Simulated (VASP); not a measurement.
# SiC (Moissanite 3C): time-dependent DFT spectra, part 2 of 5

Aim: the absorption of SiC (Moissanite 3C) from time-dependent DFT with and without exact exchange. The cell is of the zinc-blende type, one of the forms listed for this formula. The start is a cell from a database of measured crystal structures.

VASP 6.6.1, plane waves and PAW; the level of theory is named at each step.

So far. Step 3 (Empty bands, functional LDA): WAVECAR now holds 24 bands for 8 electrons. Its independent-particle dielectric tensor has xx, yy, zz = 7.9, 7.9, 7.9 on this mesh, which isn't tested for convergence in mesh or bands and lacks local fields.

## (4) Casida equation on LDA

This step: time-dependent LDA, Casida form; plane waves and PAW (Si, C) (VASP 6.6.1).

The Casida equation, in the Tamm-Dancoff approximation (ANTIRES = 0), couples the pairs by a local exchange-correlation kernel; a semilocal kernel is short-ranged. On this coarse mesh the spectra break into peaks of single stars of k points, and those at the smallest gap weigh too much.

The input, INCAR:

```
SYSTEM = SiC
PREC = Accurate
ENCUT = 420
ISMEAR = 0
SIGMA = 0.01
LREAL = .FALSE.
GGA = CA
NBANDS = 24
ALGO = TDHF
NBANDSO = 4
NBANDSV = 4
OMEGAMAX = 25
NEDOS = 1000
CSHIFT = 0.1
PRECFOCK = Fast
LWAVE = .FALSE.
LCHARG = .FALSE.
ANTIRES = 0
LFXC = .TRUE.
LADDER = .FALSE.
```

The input, POSCAR:

```
SiC
1.0
    0.0000000000      2.1790000000      2.1790000000
    2.1790000000      0.0000000000      2.1790000000
    2.1790000000      2.1790000000      0.0000000000
Si C
1 1
Direct
    0.0000000000      0.0000000000      0.0000000000
    0.7500000000      0.7500000000      0.7500000000
```

The input, KPOINTS:

```
Automatic mesh
0
Gamma
6 6 6
0 0 0
```

PAW data sets: Si and C (PBE family, release 64).

Started as:

```
mpirun -np 8 vasp_std
```

Log:

```text
[banner, memory and clock lines left out]
running    8 mpi-ranks, on    1 nodes
 distrk:  each k-point on    8 cores,    1 groups
 distr:  one band on    1 cores,    8 groups

 POSCAR found type information on POSCAR SiC
 POSCAR found :  2 types and       2 ions
|                                                                             |
|           W    W    AA    RRRRR   N    N  II  N    N   GGGG   !!!           |
|           W    W   A  A   R    R  NN   N  II  NN   N  G    G  !!!           |
|           W    W  A    A  R    R  N N  N  II  N N  N  G       !!!           |
|           W WW W  AAAAAA  RRRRR   N  N N  II  N  N N  G  GGG   !            |
|           WW  WW  A    A  R   R   N   NN  II  N   NN  G    G                |
|           W    W  A    A  R    R  N    N  II  N    N   GGGG   !!!           |
|                                                                             |
|     For optimal performance we recommend to set                             |
|       NCORE = 2 up to number-of-cores-per-socket                            |
|     NCORE specifies how many cores store one orbital (NPAR=cpu/NCORE).      |
|     This setting can greatly improve the performance of VASP for DFT.       |
|     The default, NCORE=1 might be grossly inefficient on modern             |
|     multi-core architectures or massively parallel machines. Do your        |
|     Unfortunately you need to use the default for GW and RPA                |
|     calculations (for HF NCORE is supported but not extensively tested      |
|     yet).                                                                   |
|                                                                             |

|                                                                             |
|               ----> ADVICE to this user running VASP <----                  |
|                                                                             |
|     You enforced a specific xc type in the INCAR file but a different       |
|     [... a line on the potential file left out ...]
|     I HOPE YOU KNOW WHAT YOU ARE DOING!                                     |
|                                                                             |

|                                                                             |
|           W    W    AA    RRRRR   N    N  II  N    N   GGGG   !!!           |
|           W    W   A  A   R    R  NN   N  II  NN   N  G    G  !!!           |
|           W    W  A    A  R    R  N N  N  II  N N  N  G       !!!           |
|           W WW W  AAAAAA  RRRRR   N  N N  II  N  N N  G  GGG   !            |
|           WW  WW  A    A  R   R   N   NN  II  N   NN  G    G                |
|           W    W  A    A  R    R  N    N  II  N    N   GGGG   !!!           |
|                                                                             |
|     The default for ENCUTGWSOFT is different in this version of VASP.       |
|     please manually set ENCUTGWSOFT =280 in the INCAR file.                 |
|                                                                             |

 LDA part: xc-table for (Slater(with rela. corr.)+CA(PZ))
 , standard interpolation
 found WAVECAR, reading the header
 POSCAR, INCAR and KPOINTS ok, starting setup
 FFT: planning ... GRIDC
 FFT: planning ... GRID_SOFT
 FFT: planning ... GRID
 reading WAVECAR
 the WAVECAR file was read successfully
 initial charge from wavefunction
 available memory per node:    130.77 GB, setting MAXMEM to    133904

 The Fermi energy was updated, please check that it is located mid-gap
 values below the HOMO (VB) or above the LUMO (CB) will cause erroneous energies
 E-fermi :   8.5716

 the WAVEDER file was read successfully
 responsefunction array rank=     232
 LDA part: xc-table for (Slater(with rela. corr.)+CA(PZ))
 , standard interpolation

 min. memory requirement per mpi rank     47.3 MB, per node    378.5 MB

 Doing            0  frequencies on each core in blocks of            0
 parallelization over k-points
 Using distributed matrix
 Using distributed eigensolver
 allocating two-electron 4 orbital integral table    4    4    4    4
 BSE setting up matrix
 available memory per node:    130.75 GB, setting MAXMEM to    133888
 Calculate matrix elements of the BSE Hamiltonian:
 Workload is divided into blocks of two-electron 4 orbital integrals computed in
  parallel.
 Each block/integral has dimensions  of (   4,   4,   4,   4) orbitals
 Total number of blocks/integrals:                23436
 Number of spins:                                     1
 Number of kpoints:                                 216
 Spin channel:                                        1
  Number of blocks of unoccupied bands:               1
  Number of blocks of occupied bands:                 1
 Number of rows/columns of blocks:                  216

                                                        Time (sec)
               Integrals                 Ranks       Real         CPU
  [         1 -       1728/     23436]     8         0.22        0.00
  [      1729 -       3456/     23436]     8         0.44        0.00
  [      3457 -       5184/     23436]     8         0.61        0.00
  [      5185 -       6912/     23436]     8         0.74        0.00
  [      6913 -       8640/     23436]     8         0.91        0.00
  [      8641 -      10368/     23436]     8         1.05        0.00
  [     10369 -      12096/     23436]     8         1.20        0.00
  [     12097 -      13824/     23436]     8         1.32        0.00
  [     13825 -      15552/     23436]     8         1.48        0.00
  [     15553 -      17280/     23436]     8         1.61        0.00
  [     17281 -      19008/     23436]     8         1.74        0.00
  [     19009 -      20736/     23436]     8         1.90        0.00
  [     20737 -      22464/     23436]     8         2.03        0.00
  [     22465 -      23328/     23436]     8         2.11        0.00
  [     23329 -      23436/     23436]     8         2.12        0.00

 BSE redistributing all elements
 BSE diagonalizing matrix PDSYEVX_ZHEEVX_DESC
 BSE calculating oscillator strength
```

Wall time 7 s (8 MPI ranks of Intel Xeon 6975P-C (Granite Rapids), shared host); peak memory 1.8 GiB; 41 s of CPU time.

From OUTCAR (step 4):

```text
The static configuration has the point symmetry T_d .

 Found     16 irreducible k-points:

   k-points           NKPTS =     16   k-points in BZ     NKDIM =    216   number of bands    NBANDS=     24

   NELECT =       8.0000    total number of electrons

 E-fermi :   8.5716

[... 7 parts as in an earlier step ...]
```

This step gave:

* lowest excitation: 4.514 eV

The imaginary dielectric function, xx has structure finer than the step of the table below, so its rows give means over 1 eV, whole bins alone (the curve runs from 0 to 25 eV). Peaks (eV: height): 5.5: 21.9, 5.9: 13.8, 6.6: 48.9, 8.4: 15.3, 11.0: 11.0.

From 4 filled and 4 empty bands alone, without any pair above OMEGAMAX = 25 eV, so strength is missing wherever others contribute; lines are broadened by CSHIFT, which also makes the tail under the first line. The imaginary dielectric function, xx by photon energy; means over each step:

| photon energy (eV) | imaginary dielectric function, xx |
| --- | --- |
| 1 | 0.0301 |
| 2 | 0.0721 |
| 3 | 0.158 |
| 4 | 0.984 |
| 5 | 6.94 |
| 6 | 12.4 |
| 7 | 18.7 |
| 8 | 9.85 |
| 9 | 7.03 |
| 10 | 4.71 |
| 11 | 7.99 |
| 12 | 3.36 |
| 13 | 1.24 |
| 14 | 0.774 |
| 15 | 0.783 |
| 16 | 0.553 |
| 17 | 0.435 |
| 18 | 0.248 |
| 19 | 0.218 |
| 20 | 0.0644 |
| 21 | 0.0517 |
| 22 | 0.0572 |
| 23 | 0.0419 |
| 24 | 0.0241 |

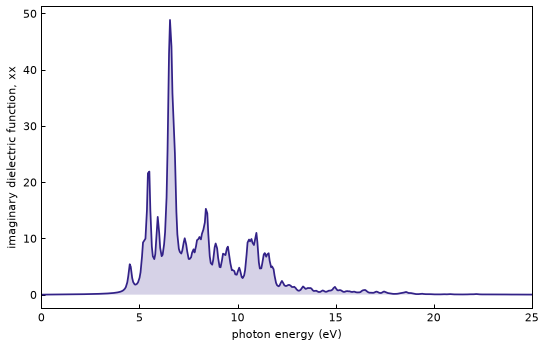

Imaginary dielectric function, xx against photon energy.

The lowest excitation lies at 4.514 eV, +0 meV against the direct gap of these orbitals. It is dark; the first state with over 2 % of the strongest strength among the lowest 40 lies at 4.518 eV. Peak heights aren't converged with the mesh, least of all at the onset.

## (5) Random-phase approximation on LDA

This step: RPA spectrum on LDA; plane waves and PAW (Si, C) (VASP 6.6.1).

With the exchange-correlation kernel off, only the local fields remain: the random-phase approximation.

INCAR: that of step 4 with these lines changed.

```diff
@@ -18,3 +18,3 @@
 ANTIRES = 0
-LFXC = .TRUE.
+LFXC = .FALSE.
 LADDER = .FALSE.
```

POSCAR is that of step 4.

KPOINTS is that of step 4.

Started as:

```
mpirun -np 8 vasp_std
```

Log:

```text
[banner, memory and clock lines left out]
 LDA part: xc-table for (Slater(with rela. corr.)+CA(PZ))
 , standard interpolation
 found WAVECAR, reading the header
 POSCAR, INCAR and KPOINTS ok, starting setup
 FFT: planning ... GRIDC
 FFT: planning ... GRID_SOFT
 FFT: planning ... GRID
 reading WAVECAR
 the WAVECAR file was read successfully
 initial charge from wavefunction
 available memory per node:    130.87 GB, setting MAXMEM to    134015

 Doing            0  frequencies on each core in blocks of            0
 parallelization over k-points
 Using distributed matrix
 Using distributed eigensolver
 allocating two-electron 4 orbital integral table    4    4    4    4
 BSE setting up matrix
 available memory per node:    130.89 GB, setting MAXMEM to    134035
 Calculate matrix elements of the BSE Hamiltonian:
 Workload is divided into blocks of two-electron 4 orbital integrals computed in
  parallel.
 Each block/integral has dimensions  of (   4,   4,   4,   4) orbitals
 Total number of blocks/integrals:                23436
 Number of spins:                                     1
 Number of kpoints:                                 216
 Spin channel:                                        1
  Number of blocks of unoccupied bands:               1
  Number of blocks of occupied bands:                 1
 Number of rows/columns of blocks:                  216

                                                        Time (sec)
               Integrals                 Ranks       Real         CPU
  [         1 -       1728/     23436]     8         0.18        0.00
  [      1729 -       3456/     23436]     8         0.29        0.00
  [      3457 -       5184/     23436]     8         0.45        0.00
  [      5185 -       6912/     23436]     8         0.57        0.00
  [      6913 -       8640/     23436]     8         0.69        0.00
  [      8641 -      10368/     23436]     8         0.80        0.00
  [     10369 -      12096/     23436]     8         0.94        0.00
  [     12097 -      13824/     23436]     8         1.05        0.00
  [     13825 -      15552/     23436]     8         1.17        0.00
  [     15553 -      17280/     23436]     8         1.28        0.00
  [     17281 -      19008/     23436]     8         1.39        0.00
  [     19009 -      20736/     23436]     8         1.57        0.00
  [     20737 -      22464/     23436]     8         1.71        0.00
  [     22465 -      23328/     23436]     8         1.80        0.00
  [     23329 -      23436/     23436]     8         1.84        0.00

[... 8 parts as in an earlier step ...]
```

Run time: 6.6 s. Hardware: 8 MPI ranks; peak memory 1.8 GiB.

OUTCAR, selected parts (step 5):

```text
   NELECT =       8.0000    total number of electrons

 E-fermi :   8.5716

[... 8 parts as in an earlier step ...]

[... 2 further parts left out ...]
```

This step gave:

- lowest excitation: 4.515 eV

The imaginary dielectric function, xx has structure finer than the step of the table below, so its rows give means over 1 eV, whole bins alone (the curve runs from 0 to 25 eV). Peaks (eV: height): 5.5: 21.1, 5.9: 12.5, 6.6: 44.3, 8.5: 15.6, 11.0: 12.8.

From 4 filled and 4 empty bands alone, without any pair above OMEGAMAX = 25 eV, so strength is missing wherever others contribute; lines are broadened by CSHIFT, which also makes the tail under the first line. The imaginary dielectric function, xx by photon energy; means over each step:

| photon energy (eV) | imaginary dielectric function, xx |
| --- | --- |
| 1 | 0.0282 |
| 2 | 0.0673 |
| 3 | 0.146 |
| 4 | 0.884 |
| 5 | 6.11 |
| 6 | 10.6 |
| 7 | 19.0 |
| 8 | 9.37 |
| 9 | 7.18 |
| 10 | 4.60 |
| 11 | 8.49 |
| 12 | 4.63 |
| 13 | 1.58 |
| 14 | 0.935 |
| 15 | 0.950 |
| 16 | 0.687 |
| 17 | 0.587 |
| 18 | 0.319 |
| 19 | 0.290 |
| 20 | 0.0797 |
| 21 | 0.0690 |
| 22 | 0.0642 |
| 23 | 0.0525 |
| 24 | 0.0403 |

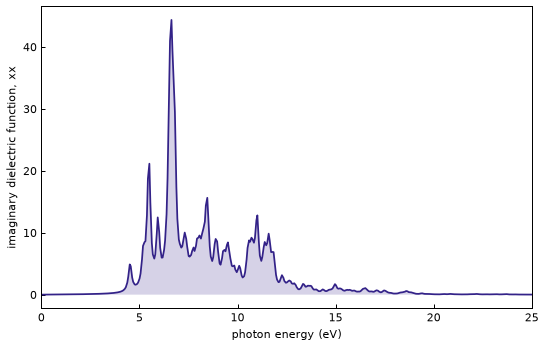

Imaginary dielectric function, xx against photon energy.

The lowest excitation lies at 4.515 eV, +1 meV against the direct gap of these orbitals. It is dark; the first state with over 2 % of the strongest strength among the lowest 40 lies at 4.521 eV. Peak heights aren't converged with the mesh, least of all at the onset.

## (6) Orbitals for ground state at HSE06

This step: LDA; plane waves and PAW (Si, C) (VASP 6.6.1).

A hybrid converges faster from good orbitals, so a cheap LDA run writes WAVECAR first.

The input, INCAR:

```
SYSTEM = SiC
PREC = Accurate
ENCUT = 420
EDIFF = 1E-05
NELM = 100
ISMEAR = 0
SIGMA = 0.01
LREAL = .FALSE.
ALGO = Normal
GGA = CA
NBANDS = 10
LORBIT = 11
LWAVE = .TRUE.
LCHARG = .FALSE.
KPAR = 8
```

POSCAR is that of step 5.

KPOINTS is that of step 5.

Started as:

```
mpirun -np 8 vasp_std
```

Log:

```text
[banner, memory and clock lines left out]
running    8 mpi-ranks, on    1 nodes
 distrk:  each k-point on    1 cores,    8 groups
 distr:  one band on    1 cores,    1 groups

 POSCAR found type information on POSCAR SiC
 POSCAR found :  2 types and       2 ions
 [... a notice as in an earlier step ...]

 [... a notice as in an earlier step ...]

 LDA part: xc-table for (Slater(with rela. corr.)+CA(PZ))
 , standard interpolation
 POSCAR, INCAR and KPOINTS ok, starting setup
 FFT: planning ... GRIDC
 FFT: planning ... GRID_SOFT
 FFT: planning ... GRID
 WAVECAR not read
 entering main loop
       N       E                     dE             d eps       ncg     rms          rms(c)
[... 10 cycles as in an earlier step ...]
DAV:  11    -0.165751577411E+02   -0.92874E-07   -0.42158E-06   164   0.127E-02
   1 F= -.16575158E+02 E0= -.16575158E+02  d E =-.252317E-39
 writing wavefunctions
```

It took 1.2 s on 8 MPI ranks; peak memory 0.87 GiB; 4.1 s of CPU time.

From OUTCAR (step 6):

```text
   NELECT =       8.0000    total number of electrons

 E-fermi :   8.0126

 k-point     1 :       0.0000    0.0000    0.0000
  band No.  band energies     occupation
      1      -7.4216      2.00000
      2       7.9222      2.00000
      3       7.9222      2.00000
      4       7.9222      2.00000
      5      14.1988      0.00000
      6      15.1060      0.00000
      7      15.1060      0.00000
      8      15.1060      0.00000
      9      22.4762      0.00000
    ...

  Total       -0.4607861     -0.4607861     -0.4607861      0.0000000      0.0000000      0.0000000
  in kB      -35.6786350    -35.6786350    -35.6786350      0.0000000      0.0000000      0.0000000
  external PRESSURE =     -35.6786350 kB  Pullay stress =       0.0000000 kB

 POSITION                                       TOTAL-FORCE (eV/Angst)
 -----------------------------------------------------------------------------------
      0.00000      0.00000      0.00000         0.000000      0.000000     -0.000000
      3.26850      3.26850      3.26850         0.000000      0.000000      0.000000
 -----------------------------------------------------------------------------------
    total drift:                               -0.000000     -0.000000     -0.000000

  FREE ENERGIE OF THE ION-ELECTRON SYSTEM (eV)
  ---------------------------------------------------
  free  energy   TOTEN  =       -16.5751577411 eV

  energy  without entropy=      -16.5751577411  energy(sigma->0) =      -16.57515774

[... 9 parts as in an earlier step ...]

[... 8 further parts left out ...]
```

Numbers from this step:

```yaml
pressure: -3.568 GPa
```

The run ends at a pressure of -3.57 GPa.

## (7) Ground state at HSE06

This step: HSE06; plane waves and PAW (Si, C) (VASP 6.6.1).

Many-body steps start from the orbitals of a self-consistent run, here HSE06. A small SIGMA keeps every occupation at zero or full.

The input, INCAR:

```
SYSTEM = SiC
PREC = Accurate
ENCUT = 420
EDIFF = 1E-08
NELM = 100
ISMEAR = 0
SIGMA = 0.01
LREAL = .FALSE.
ALGO = Normal
LHFCALC = .TRUE.
AEXX = 0.25
GGA = PE
HFSCREEN = 0.2
LASPH = .TRUE.
NBANDS = 10
PRECFOCK = Fast
LORBIT = 11
LWAVE = .TRUE.
LCHARG = .FALSE.
KPAR = 8
```

POSCAR is that of step 6.

KPOINTS is that of step 6.

The WAVECAR or CHGCAR of an earlier step is read.

Started as:

```
mpirun -np 8 vasp_std
```

Log:

```text
[banner, memory and clock lines left out]
running    8 mpi-ranks, on    1 nodes
 distrk:  each k-point on    1 cores,    8 groups
 distr:  one band on    1 cores,    1 groups

 POSCAR found type information on POSCAR SiC
 POSCAR found :  2 types and       2 ions
 [... a notice as in an earlier step ...]

 LDA part: xc-table for (Slater+PW92), standard interpolation
 found WAVECAR, reading the header
 POSCAR, INCAR and KPOINTS ok, starting setup
 FFT: planning ... GRIDC
 FFT: planning ... GRID_SOFT
 FFT: planning ... GRID
 reading WAVECAR
 the WAVECAR file was read successfully
 initial charge from wavefunction
 entering main loop
       N       E                     dE             d eps       ncg     rms          rms(c)
DAV:   1    -0.174589763400E+02   -0.17459E+02   -0.79803E-01   320   0.644E+00    0.377E+00
DAV:   2    -0.174607539298E+02   -0.17776E-02   -0.10679E-02   384   0.801E-01    0.243E+00
DAV:   3    -0.174591496507E+02    0.16043E-02   -0.17256E-03   380   0.211E-01    0.141E+00
DAV:   4    -0.174587291503E+02    0.42050E-03   -0.38744E-04   336   0.104E-01    0.780E-01
DAV:   5    -0.174585797551E+02    0.14940E-03   -0.47528E-05   324   0.479E-02    0.438E-01
DAV:   6    -0.174585288400E+02    0.50915E-04   -0.19061E-05   328   0.346E-02    0.247E-01
DAV:   7    -0.174585125846E+02    0.16255E-04   -0.60730E-06   360   0.201E-02    0.140E-01
DAV:   8    -0.174585073324E+02    0.52521E-05   -0.17560E-06   334   0.107E-02    0.791E-02
DAV:   9    -0.174585056779E+02    0.16545E-05   -0.63434E-07   348   0.619E-03    0.442E-02
DAV:  10    -0.174585052792E+02    0.39870E-06   -0.20130E-07   340   0.357E-03    0.250E-02
DAV:  11    -0.174585052058E+02    0.73427E-07   -0.62132E-08   354   0.203E-03    0.142E-02
DAV:  12    -0.174585052093E+02   -0.34494E-08   -0.24672E-08   316   0.128E-03
   1 F= -.17458505E+02 E0= -.17458505E+02  d E =-.386346E-94
 writing wavefunctions
```

The job ended after 11 s (8 MPI ranks; peak memory 1.7 GiB).

Parts of OUTCAR (step 7):

```text
   k-points           NKPTS =     16   k-points in BZ     NKDIM =    216   number of bands    NBANDS=     10

   NELECT =       8.0000    total number of electrons

  exchange ACFDT corr.  =         0.00000000  see jH, gK, PRB 81, 115126

 E-fermi :   7.6268

 k-point     1 :       0.0000    0.0000    0.0000
  band No.  band energies     occupation
      1      -9.5099      2.00000
      2       7.4826      2.00000
      3       7.4826      2.00000
      4       7.4826      2.00000
      5      15.0384      0.00000
      6      16.0902      0.00000
      7      16.0902      0.00000
      8      16.0902      0.00000
      9      23.5867      0.00000
    ...

 POSITION                                       TOTAL-FORCE (eV/Angst)
 -----------------------------------------------------------------------------------
      0.00000      0.00000      0.00000         0.000000      0.000000      0.000000
      3.26850      3.26850      3.26850        -0.000000     -0.000000     -0.000000
 -----------------------------------------------------------------------------------
    total drift:                               -0.000013      0.000003     -0.000004

  FREE ENERGIE OF THE ION-ELECTRON SYSTEM (eV)
  ---------------------------------------------------
  free  energy   TOTEN  =       -17.4585052093 eV

  energy  without entropy=      -17.4585052093  energy(sigma->0) =      -17.45850521

[... 7 parts as in an earlier step ...]

[... 9 further parts left out ...]
```

The PAW data sets were made with PBE, which is usual practice but a small mismatch for other functionals.

This step gave:

```
free energy (TOTEN)            : -17.46 eV
Fermi energy                   : 7.627 eV
gap on the k-mesh              : 2.252 eV
least direct gap on the k-mesh : 5.753 eV
```

(Part 2 of 5 ends here.)

[Lines on the potential files, build, host, timing and source positions are cut from VASP's logs without a mark.]

[Logs are printed without paths, hosts, clocks, repeated set-up lines and the standing remarks that a program may print on its own settings, such as how far it seeks lower states.]

[Hosts, paths, dates, database ids (printed as entryN), source tags and the programs' standing remarks are cut or masked in the printed files.]

[Pressures printed for these runs are not shown converged in the cutoff: they can be off by several GPa and have the wrong sign.]
